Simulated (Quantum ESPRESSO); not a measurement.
# Moments and magnetic energies of LaCo5 under biaxial strain with PBEsol, without spin-orbit coupling

We calculated LaCo5 at six in-plane strains, with the z length held at its measured value, to see how its moments and magnetic energies respond. Strain is counted from the measured cell. Energies are per Co atom and are taken between three states: Co spins all parallel, Co spins in the La plane opposed to those in the kagome layer, and no spin polarisation. Stretching raises every listed moment and magnetic energy, and the parallel state is the lowest of the three wherever the energies are listed. One entry breaks an otherwise smooth series: at 0.98 the largest site moment of the opposed state is 0.798 μB, below what the rows on either side lead one to expect.

## Computational details

One system, LaCo5 (CaCu5-type, P6/mmm), 6 atom(s) a primitive cell, from measured cells of the Crystallography Open Database. Quantum ESPRESSO 7.5, plane waves with GBRV 1.5 PBEsol pseudopotentials, cutoff 544 eV, Fermi-Dirac smearing of 0.05 eV, k meshes whose coarsest spacing along a reciprocal vector is 0.20 1/Å over all runs (2π included). Functional: PBEsol, no Hubbard U; collinear spins, no spin-orbit coupling. Atoms stay at fixed fractions of the cell and the mesh divisions are held. In the given cell the shortest lattice vector along z is 3.970 Å long and the shortest in the xy plane 5.109 Å. At each point the moments on Co are started parallel, opposed (signs ++---) and without spin polarisation. Of the opposed order at the middle point, it reverses 4.8 of 4.8 magnetic neighbours at 2.47 Å and 0 of 2.4 magnetic neighbours at 2.55 Å. Runs that did not converge or carry a known fault are not listed. The same in all rows: metal or insulator in the run from the parallel start, judged by its smearing entropy or density of states at the Fermi energy (a gap under a few smearing widths counts as a metal): metal.

Notes on method and selection:

- Each state is what a run reaches from typed starting moments; only a few collinear orders were started, so the lowest found need not be the ground state. Spin-orbit coupling is left out of these energies, which are free energies at the smearing width. A magnetic atom is one that was given a starting moment.
- Site moments count the spin inside each program's own atomic sphere, so they depend somewhat on its radius and leave out the spin between the spheres.
- Quantum ESPRESSO sets the radius of an element's spheres to about 0.41 of its shortest distance to a neighbour, so it changes from cell to cell and the site moment with it.
- A measured moment is set beside the table only where the run ends ferromagnetic and the measured order is ferromagnetic too.
- Runs that did not converge, have known faults or may not be shown are not listed, and runs on Ansatz's PAW sets soft_1 and soft_2 are kept to separate tables.

Columns:

- biaxial strain: factor on the x and y lengths of the cell, z held.
- moment (μB): largest site spin moment reached from the parallel start.
- moment, opposed (μB): largest site spin moment reached from the opposed start.
- gain, opposed (meV): energy of the run without spin polarisation less that of the run from the opposed start, per magnetic atom.
- magnetic distance (Å): shortest distance between magnetic atoms.
- net moment (μB): net spin moment of that run per magnetic atom.
- magnetic energy gain (meV): energy of the run without spin polarisation less that of the parallel start, per magnetic atom (positive: magnetism is favoured).
- E(opposed) - E(parallel) (meV): energy of the run from the opposed start less that of the parallel start, per magnetic atom (positive: parallel is favoured); blank where a pattern was lost or a run needed for the difference did not finish.

Input lines of one member:

```
&SYSTEM
  ecutwfc = 40
  ecutrho = 280
  nbnd = 65
  occupations = 'smearing'
  smearing = 'fd'
  degauss = 0.00367493
  nspin = 2
  starting_magnetization(1) = 0
  starting_magnetization(2) = 0.1176
/
&ELECTRONS
  conv_thr = 1.2d-08
  mixing_beta = 0.3
/
K_POINTS automatic
8 8 8 0 0 0
```

Command (options for logging and memory left out): `pw.x -in pw.in`

## Numbers

```
member  biaxial strain  moment (μB)  moment, opposed (μB)  gain, opposed (meV)  magnetic distance (Å)  net moment (μB)  magnetic energy gain (meV)  E(opposed) - E(parallel) (meV)
0.94    0.94            1.50         0.644                 5.06                 2.401                  1.347            121.9                       116.8
0.96    0.96            1.54         0.736                 6.20                 2.438                  1.381            149.0                       142.8
0.98    0.98            1.57         0.798                 7.39                 2.455                  1.416            176.7                       169.3
1       1.00            1.63         0.933                 9.48                 2.473                  1.455            205.1                       195.7
1.02    1.02            1.69         1.082                 12.95                2.491                  1.496            234.8                       221.9
1.04    1.04            1.74         –                     –                    2.509                  1.528            –                           –
```

net moment (μB) against biaxial strain:

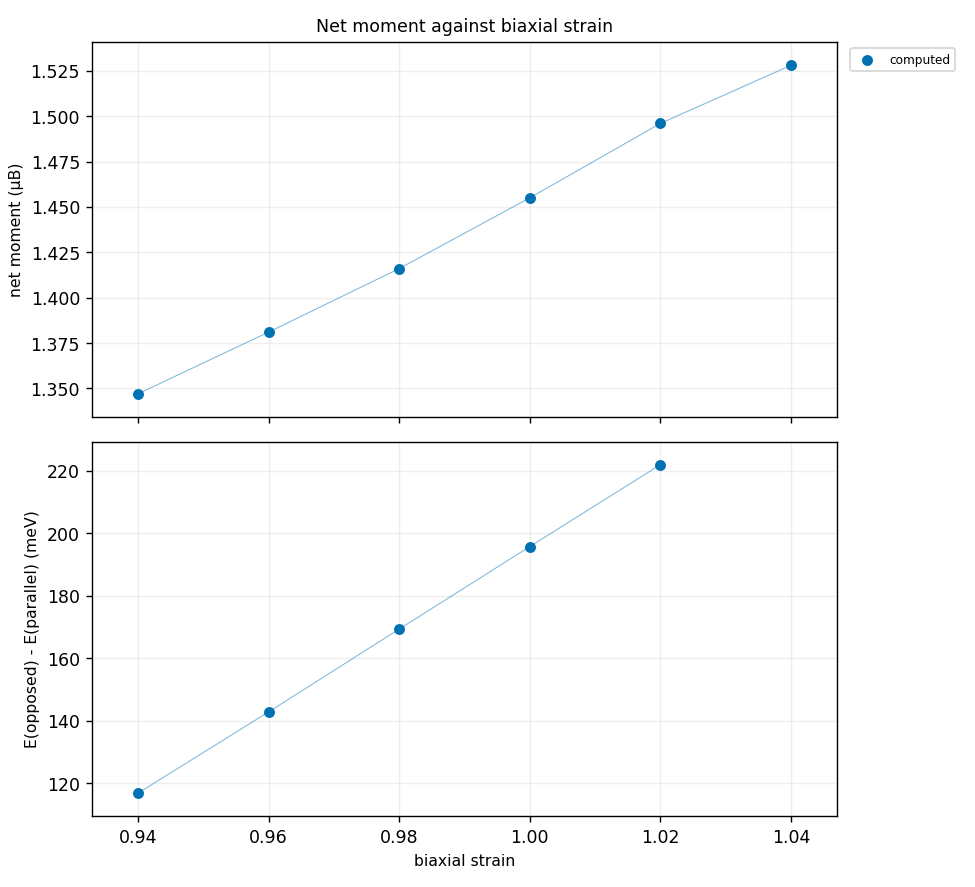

## The trend and its physics

From 0.94 to 1.04 the net moment of the parallel state rises from 1.347 to 1.528 μB per Co, or 0.181 / 10 = 0.018 μB per percent of strain. Its energy gain over the unpolarised state rises from 121.9 meV at 0.94 to 234.8 meV at 1.02, or (234.8 − 121.9) / 8 = 14.1 meV per percent.

The gain nearly doubles while the moment grows by only 11%. A Stoner estimate suggests why:

$$E_\mathrm{gain} = \frac{m^2}{4}\left(I - \frac{1}{N}\right)$$

Here $m$ is the net moment in μB, $I$ the exchange parameter and $N$ the mean density of states per spin and Co atom. The bracket is a small difference of two large terms. It grows from 4 × 121.9 / 1.347² = 269 meV to 4 × 234.8 / 1.496² = 420 meV. With $I$ roughly 1 eV and nearly constant, $1/N$ falls from about 0.7 to 0.6 eV, as expected when longer Co–Co distances narrow the 3d bands.

The opposed state gains only 5.06 to 12.95 meV, and its moments are much smaller than those of the parallel state. Its energy above the parallel state therefore measures mainly the loss of moment, and should not be read as a coupling between fixed spins.

For the middle of five equally spaced rows, a cubic through the other four gives

$$f_0 = \frac{4(f_{-1}+f_{+1})-(f_{-2}+f_{+2})}{6}$$

At 0.98 this gives (4 × (149.0 + 205.1) − (121.9 + 234.8)) / 6 = 176.6 meV for the parallel gain, against 176.7 in the table. For the largest opposed moment it gives (4 × (0.736 + 0.933) − (0.644 + 1.082)) / 6 = 0.825 μB, so the tabulated value is 0.825 − 0.798 = 0.027 μB low.

## Residuals

The shortest Co–Co distance changes by 2.438 − 2.401 = 0.037 Å between 0.94 and 0.96, but by only 0.017 to 0.018 Å in each later step. This is geometry: at 0.94 the shortest pair lies within the kagome layer, at 0.94 × 5.109 / 2 = 2.401 Å, whereas in the other rows it joins the two kinds of layer.

At 1.04 the opposed and unpolarised runs are not listed, so the energies stop at 1.02. The last step of the net moment, 1.528 − 1.496 = 0.032 μB, is 0.009 μB shorter than the one before. We attach no physical cause to so small a change.

## What could be wrong

The main suspect is the definition of the column, which reports the largest site moment whichever site carries it. The site moments confirm a change of site: at 0.98 the largest opposed moment sits in the kagome layer, at 1.00 and 1.02 in the La plane. The larger of two crossing curves bends upward at the crossing, and a point beside the bend falls below a smooth curve through its neighbours, which is the sign seen. The position fits too. Carrying the La-plane step back from 1.00 gives 0.933 − (1.082 − 0.933) = 0.784 μB at 0.98, just under the 0.798 μB of the kagome site, so the curves cross only a little above 0.98.

A changing sphere radius is too smooth to produce the dip. It grows by about 0.41 × 0.018 = 0.007 Å per step on either side of 0.98.

Coarse k sampling, or a second self-consistent solution, could lower all the moments of this row together. The opposed gain divided by the square of the largest moment stays between 9.48 / 0.933² = 10.9 and 5.06 / 0.644² = 12.2 meV/μB², so a moment 3% low should cost about 6% of the gain, or 0.5 meV. The cubic gives (4 × (6.20 + 9.48) − (5.06 + 12.95)) / 6 = 7.45 meV and the table 7.39, a shortfall of only 0.06 meV. Neither suspect is needed for the dip, though either could still shift the strain at which the sites cross.

Three checks would test that crossing, cheapest first:

1. Integrate the existing spin densities in spheres of one fixed radius. A crossing that moves to another interval would show that its position depends on the sphere; one that stays would clear the radius.
2. Repeat the opposed run at 0.98 from larger starting moments in the La plane than in the kagome layer. A different final energy would reveal a second solution; the same energy and moments would give no sign of one.
3. Repeat the opposed runs at 0.98 and 1.00 on a 12 × 12 × 12 mesh, with (12/8)³ = 3.4 times as many points before symmetry. Site moments that shift by some hundredths of a μB would point to sampling.

## Conclusions

With z held, in-plane stretching raises the net moment from 0.94 to 1.04 and the magnetic energies from 0.94 to 1.02. The dip at 0.98 comes from following the largest moment instead of one site.

Two omitted effects matter on the scale of the 0.181 μB spread of the net moment. The orbital moment would add roughly 0.1 to 0.2 μB per Co, probably much of it as an offset common to all rows. Letting z relax would shorten the cell as the plane is stretched, and for a typical metal that cancels roughly half of the volume change, so the moment would probably respond less. The measured cell is also under tension with PBEsol, so the functional's own equilibrium lies on the compressed side of the 1.00 row, where the magnetism is weaker.

[Logs are printed without paths, hosts, clocks, repeated set-up lines and the standing remarks that a program may print on its own settings, such as how far it seeks lower states.]
